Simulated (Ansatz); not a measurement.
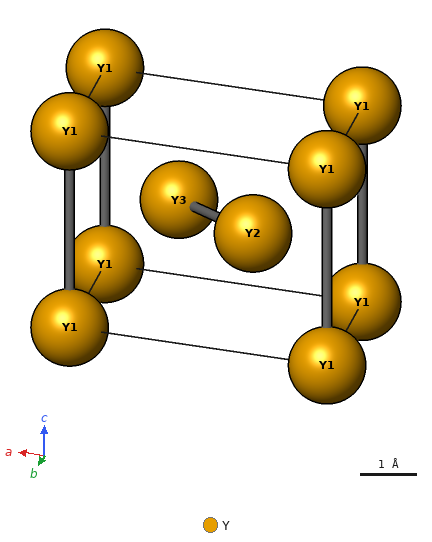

Fig. 1: The structure as given in the input (ball-and-stick view of the cell of the calculation, seen at an oblique angle; atoms are numbered from 1 in the order of the input).

## What a change does: single-point calculation on Y

System: Y (3 atoms in the cell).
Method of the first run: DFT, PBE, plane waves (420 eV) with PAW, scalar-relativistic, spin-polarised (Ansatz 0.2.0).

Text and figures count atoms from 1; the logs count them from 0 in places.

## The input, the first run
```yaml
crystal:
  lattice:
    - [5.7875607359, 0.0, 0.0]
    - [-2.8937803679, 5.0121746232, 0.0]
    - [0.0, 0.0, 3.6245017214]
  atoms:
    - { symbol: "Y", position: [0.0, 0.0, 0.0], spin: 1.0 }
    - { symbol: "Y", position: [0.3333333333, 0.6666666667, 0.5], spin: 1.0 }
    - { symbol: "Y", position: [0.6666666667, 0.3333333333, 0.5], spin: 1.0 }
hamiltonian:
  xc: pbe
  pseudopotentials:
    kind: paw
    azcp:
      "Y": "pseudopotentials/Y.paw.azcp"
basis:
  ecutwfc: 420
  fft_grid_basis: typed
kpoints:
  mp_grid: { grid: [9, 9, 12], shift: [0, 0, 0] }
magnetization:
  spin_polarized: true
scf:
  occupations: { method: fermi_dirac, width: 0.05 }
output:
  stress: true
  write_density: true
  write_potential: true
  elf: true
  volumetric_format: npy
```

Hardware: 2 threads of an Arm (aarch64) CPU, shared host.

## Output, shortened to warnings, some set-up lines, iterations and results (the first run)
```
WARN: the starting moments were not kept: the SCF closed with an absolute magnetisation of 9.5e-5 μB, where they sum to 3 μB in size (3 sites). That is at most 0.1 of that sum. Measured as dr2_m measures the in/out step, that magnetisation stands 3.0e-10 eV from none, at or under the dr2_threshold of 1.0e-7 eV: it is no larger than a step whose dr2_m would equal this threshold. The system may …
Basis set: ecut = 420 eV, 2089 PW (Γ)
Symmetry: 24 space group operations
k-points: 84 of 972
Initial density: superposition of atomic densities (chi_scale 0.1, normalization cell)
[...]
SCF iter   1: F=—  HF=-11545.873310 eV  |F-HF|=—  |Δ(HF+E_count)|=         —  Δρ=1.77e-2 (↑1.77e-2 ↓1.01e-2)  dr2=3.67e-1  dr2_m=1.49e-1  M=1.338 μB ∫|m|=1.338 μB  β_m=0.30  …
SCF iter   2: F=—  HF=-11545.814952 eV  |F-HF|=—  |Δ(HF+E_count)|=   5.84e-2  Δρ=1.33e-2 (↑1.33e-2 ↓7.49e-3)  dr2=2.33e-1  dr2_m=7.98e-2  M=1.252 μB ∫|m|=1.252 μB  β_m=0.65  …
SCF iter   3: F=—  HF=-11545.761398 eV  |F-HF|=—  |Δ(HF+E_count)|=   5.36e-2  Δρ=1.37e-3 (↑1.30e-3 ↓1.37e-3)  dr2=4.96e-3  dr2_m=5.84e-4  M=0.855 μB ∫|m|=0.855 μB  β_m=0.82  …
SCF iter   4: F=—  HF=-11545.765569 eV  |F-HF|=—  |Δ(HF+E_count)|=   4.17e-3  Δρ=5.94e-4 (↑5.06e-4 ↓5.94e-4)  dr2=3.27e-4  dr2_m=2.55e-4  M=0.686 μB ∫|m|=0.686 μB  β_m=0.91  …
SCF iter   5: F=—  HF=-11545.767309 eV  |F-HF|=—  |Δ(HF+E_count)|=   1.74e-3  Δρ=4.63e-4 (↑4.16e-4 ↓4.63e-4)  dr2=7.41e-5  dr2_m=1.81e-4  M=0.588 μB ∫|m|=0.588 μB  β_m=0.96  …
[... 5 lines ...]
SCF iter  11: F=—  HF=-11545.770879 eV  |F-HF|=—  |Δ(HF+E_count)|=   5.21e-6  Δρ=1.07e-5 (↑1.07e-5 ↓8.21e-6)  dr2=6.49e-7  dr2_m=3.86e-8  M=0.012 μB ∫|m|=0.012 μB  β_m=1.00  …
SCF iter  12: F=—  HF=-11545.770880 eV  |F-HF|=—  |Δ(HF+E_count)|=   9.65e-7  Δρ=2.44e-6 (↑1.80e-6 ↓2.44e-6)  dr2=3.54e-8  dr2_m=1.88e-9  M=0.001 μB ∫|m|=0.001 μB  β_m=1.00  …
SCF iter  13: F=—  HF=-11545.770880 eV  |F-HF|=—  |Δ(HF+E_count)|=   6.32e-9  Δρ=5.07e-7 (↑3.43e-7 ↓5.07e-7)  dr2=8.02e-10  dr2_m=1.21e-10  M=0.000 μB ∫|m|=0.000 μB  β_m=1.00 …
SCF iter  14: F=-11545.770880 eV  HF=-11545.770880 eV  |F-HF|=1.09e-11  |Δ(HF+E_count)|=  3.84e-10  Δρ=1.22e-7 (↑1.22e-7 ↓7.76e-8)  dr2=2.53e-11  dr2_m=7.15e-12  M=-0.000 μB …
SCF 1 converged in 14 iterations: F = -11545.770880 eV  dr2 = 2.53e-11
WARN: the starting moments were not kept: the SCF closed with an absolute magnetisation of 9.5e-5 μB, where they sum to 3 μB in size (3 sites). That is at most 0.1 of that sum. Measured as dr2_m measures the in/out step, that magnetisation stands 3.0e-10 eV from none, at or under the dr2_threshold …
SCF converged after 14 iterations
Magnetization: -0.0001 μB (16.5000 up, 16.5000 down)
Absolute magnetization: 0.0001 μB (∫|ρ↑−ρ↓|, with the PAW one-centre terms)
Spin contamination: 0.0000 ħ² per cell (⟨S²⟩ above its minimum at these occupations)
Per-site moments (μB) at R_I (Å): [(-2.3948594322862678e-5, 1.4951069600775), (-1.1766031739582932e-5, 1.3783480213847796), (-1.1766031739582934e-5, 1.3783480213847796)]
Free energy (F): -11545.770880 eV
Harris-Foulkes:  -11545.770880 eV  (|F-HF|=1.09e-11)
Internal energy: -11545.716322 eV  (E = F + TS)
E sigma→0 (E₀):  -11545.743601 eV
Entropy (-TS):   -0.054558 eV (-18.186 meV/atom)
Fermi energy:    8.574400 eV
--- Per-component energies (eV) ---
  E_band       = -393.967240
  E_kinetic    = 909.739308
  E_local      = -1919.871557  (includes V_loc(G=0)·N_el)
  E_nonlocal   = 149.936067
  E_hartree    = 609.573579
  E_xc         = -517.134865
  E_vxc        = -593.344191  (∫ρ·V_xc dr)
  E_paw        = -8475.889927  (= ΣΔE_a)
[...]
```

The input of the second run differs as follows (lines with − go, lines with + come):
```diff
-    - [5.7875607359, 0.0, 0.0]
-    - [-2.8937803679, 5.0121746232, 0.0]
-    - [0.0, 0.0, 3.6245017214]
+    - [5.8581477015, 0.0, 0.0]
+    - [-2.9290738507, 5.0733047287, 0.0]
+    - [0.0, 0.0, 3.6687073186]
```

What does this change do to the results?

With the same functional and potentials, the second run lies 25.9 meV per atom higher. The pressure goes from −2.66 to −3.71 GPa. The volume per atom goes from 35.05 to 36.34 Å³. The cell is scaled evenly with the atoms at fixed fractional positions, so −ΔP/Δ ln V estimates the bulk modulus midway between the two volumes: about 29 GPa. The number of SCF iterations is the same. The plane waves at Γ go from 2089 to 2137.

## Output, shortened to warnings, some set-up lines, iterations and results (the second run)
```
WARN: the starting moments were not kept: the SCF closed with an absolute magnetisation of 1.1e-4 μB, where they sum to 3 μB in size (3 sites). That is at most 0.1 of that sum. Measured as dr2_m measures the in/out step, that magnetisation stands 3.9e-10 eV from none, at or under the dr2_threshold of 1.0e-7 eV: it is no larger than a step whose dr2_m would equal this threshold. The system may …
Basis set: ecut = 420 eV, 2137 PW (Γ)
Symmetry: 24 space group operations
k-points: 84 of 972
Initial density: superposition of atomic densities (chi_scale 0.1, normalization cell)
[...]
SCF iter   1: F=—  HF=-11545.815030 eV  |F-HF|=—  |Δ(HF+E_count)|=         —  Δρ=1.74e-2 (↑1.74e-2 ↓9.76e-3)  dr2=3.87e-1  dr2_m=1.48e-1  M=1.358 μB ∫|m|=1.358 μB  β_m=0.30  …
SCF iter   2: F=—  HF=-11545.749064 eV  |F-HF|=—  |Δ(HF+E_count)|=   6.60e-2  Δρ=1.31e-2 (↑1.31e-2 ↓7.20e-3)  dr2=2.47e-1  dr2_m=7.86e-2  M=1.275 μB ∫|m|=1.275 μB  β_m=0.65  …
SCF iter   3: F=—  HF=-11545.683117 eV  |F-HF|=—  |Δ(HF+E_count)|=   6.59e-2  Δρ=1.35e-3 (↑1.30e-3 ↓1.35e-3)  dr2=5.21e-3  dr2_m=5.81e-4  M=0.884 μB ∫|m|=0.884 μB  β_m=0.82  …
SCF iter   4: F=—  HF=-11545.687414 eV  |F-HF|=—  |Δ(HF+E_count)|=   4.30e-3  Δρ=5.87e-4 (↑5.03e-4 ↓5.87e-4)  dr2=3.68e-4  dr2_m=2.56e-4  M=0.715 μB ∫|m|=0.715 μB  β_m=0.91  …
SCF iter   5: F=—  HF=-11545.689206 eV  |F-HF|=—  |Δ(HF+E_count)|=   1.79e-3  Δρ=4.66e-4 (↑4.19e-4 ↓4.66e-4)  dr2=8.55e-5  dr2_m=1.90e-4  M=0.613 μB ∫|m|=0.613 μB  β_m=0.96  …
[... 5 lines ...]
SCF iter  11: F=—  HF=-11545.693153 eV  |F-HF|=—  |Δ(HF+E_count)|=   4.75e-6  Δρ=8.87e-6 (↑8.87e-6 ↓7.27e-6)  dr2=7.13e-7  dr2_m=1.47e-8  M=0.006 μB ∫|m|=0.006 μB  β_m=1.00  …
SCF iter  12: F=—  HF=-11545.693153 eV  |F-HF|=—  |Δ(HF+E_count)|=   1.67e-7  Δρ=1.65e-6 (↑1.01e-6 ↓1.65e-6)  dr2=2.56e-9  dr2_m=1.63e-9  M=-0.001 μB ∫|m|=0.001 μB  β_m=1.00  …
SCF iter  13: F=—  HF=-11545.693153 eV  |F-HF|=—  |Δ(HF+E_count)|=   2.88e-8  Δρ=4.14e-7 (↑4.14e-7 ↓3.37e-7)  dr2=1.24e-10  dr2_m=1.23e-10  M=-0.000 μB ∫|m|=0.000 μB  …
SCF iter  14: F=-11545.693153 eV  HF=-11545.693153 eV  |F-HF|=2.18e-11  |Δ(HF+E_count)|=  7.06e-10  Δρ=1.07e-7 (↑8.49e-8 ↓1.07e-7)  dr2=1.51e-11  dr2_m=8.01e-12  M=-0.000 μB …
SCF 1 converged in 14 iterations: F = -11545.693153 eV  dr2 = 1.51e-11
the search or the solves at the SCF's close seem to have found levels that the self-consistency loop had missed (the run counts 1). By its estimate they hold under 1e-12 electrons; where the run keeps them, the occupations were computed again with them
WARN: the starting moments were not kept: the SCF closed with an absolute magnetisation of 1.1e-4 μB, where they sum to 3 μB in size (3 sites). That is at most 0.1 of that sum. Measured as dr2_m measures the in/out step, that magnetisation stands 3.9e-10 eV from none, at or under the dr2_threshold …
SCF converged after 14 iterations
Magnetization: -0.0001 μB (16.4999 up, 16.5001 down)
Absolute magnetization: 0.0001 μB (∫|ρ↑−ρ↓|, with the PAW one-centre terms)
Spin contamination: 0.0000 ħ² per cell (⟨S²⟩ above its minimum at these occupations)
Per-site moments (μB) at R_I (Å): [(-2.730405279188197e-5, 1.5133417689225002), (-1.4280089910682925e-5, 1.3951588003815576), (-1.4280089910682935e-5, 1.3951588003815576)]
Free energy (F): -11545.693153 eV
Harris-Foulkes:  -11545.693153 eV  (|F-HF|=2.18e-11)
Internal energy: -11545.637456 eV  (E = F + TS)
E sigma→0 (E₀):  -11545.665304 eV
Entropy (-TS):   -0.055697 eV (-18.566 meV/atom)
Fermi energy:    8.197489 eV
--- Per-component energies (eV) ---
  E_band       = -408.710902
[...]
```

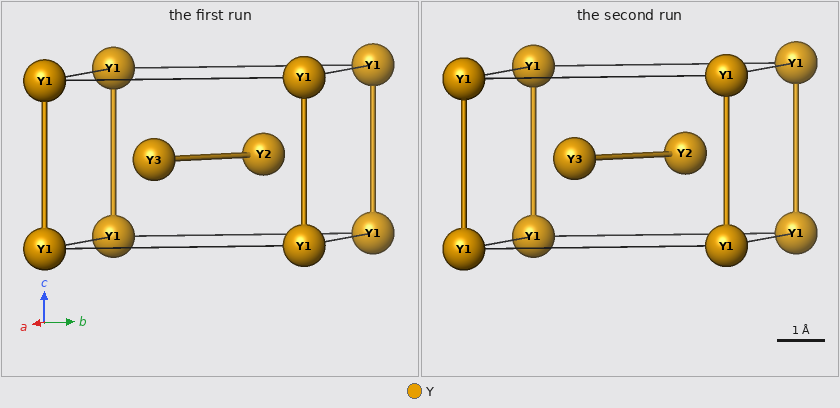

Fig. 2: The two input geometries at one scale (ball-and-stick view of the cell of the calculation, seen at an oblique angle). No atom moves by more than 0.005 Å relative to the cell. The volume changes by +3.7 %, with a = b 5.788 → 5.858 Å (+1.2 %), c 3.625 → 3.669 Å (+1.2 %). Among the contacts that change: Y1–Y1 3.625 → 3.669 Å, Y2–Y3 3.341 → 3.382 Å.

## The two runs side by side

| quantity | the first run | the second run |
| --- | --- | --- |
| outcome | converged | converged |
| free energy per atom (eV) | −3848.5903 | −3848.5644 |
| energy per atom, smearing taken to zero (eV) | −3848.5812 | −3848.5551 |
| net moment of the cell (μB) | 0.00 | 0.00 |
| absolute moment of the cell (μB) | 0.00 | 0.00 |
| pressure (GPa) | −2.66 | −3.71 |
| volume per atom (Å³) | 35.05 | 36.34 |
| SCF iterations | 14 | 14 |
| irreducible k-points | 84 | 84 |
| plane waves at Γ | 2089 | 2137 |
| wall time (shared host) | 19 s | 20 s |

For both runs: Warnings: some starting moments were not kept.
